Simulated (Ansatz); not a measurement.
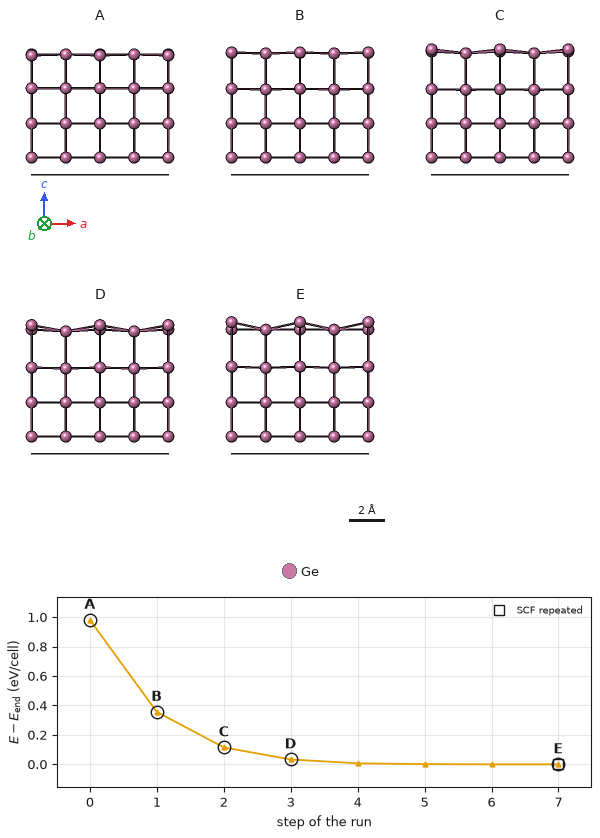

Frames of a constrained relaxation of a slab of composition Ge (cut from the Fd-3m phase), marked on the history of the run. Style: ball-and-stick. Shown: the 2 × 1 repeat of the cell, outlined in the plane, without the vacuum, along the b axis.

Case: Ge put at a hollow Ge-Ge-Ge site. The slab is the (1 1 0) face of Ge with Ge on it. 4 atoms are held fixed.

The calculation used DFT PBEsol, scalar-relativistic, plane waves, PAW (Ansatz).

The input:
```yaml
crystal:
  lattice:
    - [4.0133694117, 0.0, 0.0]
    - [0.0, 5.6757614529, 0.0]
    - [0.0, 0.0, 25.0200541176]
  atoms:
    - { symbol: Ge, position: [0.5, 0.0, 0.3397274826] }
    - { symbol: Ge, position: [0.0, 0.25, 0.3397274826] }
    - { symbol: Ge, position: [0.0, 0.5, 0.4199305348] }
    - { symbol: Ge, position: [0.5, 0.75, 0.4199305348] }
    - { symbol: Ge, position: [0.5, -0.0011780447, 0.5024610395] }
    - { symbol: Ge, position: [0.0, 0.2511780447, 0.5024610395] }
    - { symbol: Ge, position: [0.0, 0.5027853503, 0.5819181567] }
    - { symbol: Ge, position: [0.5, 0.7472146497, 0.5819181567] }
    - { symbol: Ge, position: [0.0, -0.0009284501, 0.5795200803] }
basis:
  ecutwfc: 420
kpoints:
  mp_grid: { grid: [7, 5, 1] }
hamiltonian:
  xc: pbesol
scf:
  occupations: { method: gaussian, width: 0.1 }
output:
  forces: true
  eigenvalues: true
  write_density: true
  write_potential: true
  elf: true
  volumetric_format: npy
relax:
  adjacent_minimum: "off"
  f_tol: 0.03
  max_steps: 70
  constraints: [{ sites: [0, 1, 2, 3] }]
efield:
  axis: 3
  dipole_correction: true
  ramp_width: 0.04
```

Launched with:
```bash
ansatz run input.yaml --threads 2 --pin off --max-ram 5120MiB --backend cpu --events-out ev --progress --plain --runs-dir out
```

Question: What happens along the run?

Answer: Over 6 accepted moves (7 points after the start) the energy falls by 0.982 eV per cell of the calculation. Largest force component: 2.1 eV/Å at the start, 0.026 eV/Å at the end. 1 step only repeated the SCF at the same geometry. Ge9 moves most: 0.83 Å at 29° to the normal (+c side). The lattice vectors keep their values. Among the contacts that change: Ge6–Ge9 2.401 → 2.817 Å, Ge7–Ge9 2.860 → 2.500 Å, Ge6–Ge7 2.448 → 2.605 Å, Ge8–Ge9 2.465 → 2.607 Å. Bond angles that change, for instance: Ge6–Ge9–Ge8 111.4° → 94.1°, Ge5–Ge8–Ge9 69.0° → 81.9°, Ge3–Ge6–Ge9 177.8° → 168.4°. Cost: 3.5 min on 2 threads of Arm Neoverse V2, on a shared host, peak memory 1 GiB. From step 0 to 1: Ge9 moves most (0.19 Å), energy −0.625 eV per cell of the calculation. From step 1 to 2: Ge9 moves most (0.19 Å), energy −0.241 eV per cell of the calculation. From step 2 to 3: Ge9 moves most (0.19 Å), energy −82.0 meV per cell of the calculation. From step 3 to 7: Ge9 moves most (0.27 Å), energy −33.3 meV per cell of the calculation.

```csv
step,"E − E(0), meV/atom","largest force component, eV/Å",note
0,0.00,2.1268,
1,-69.45,1.2007,
2,-96.26,0.5531,
3,-105.37,0.1656,
4,-108.30,0.1334,
5,-108.92,0.0765,
6,-109.07,0.0261,
7,-109.07,0.0261,"same geometry, SCF repeated"
```

Limits of the set-up: the periodic images lie only 4.0 Å apart, so the values are limited by the cell's size.
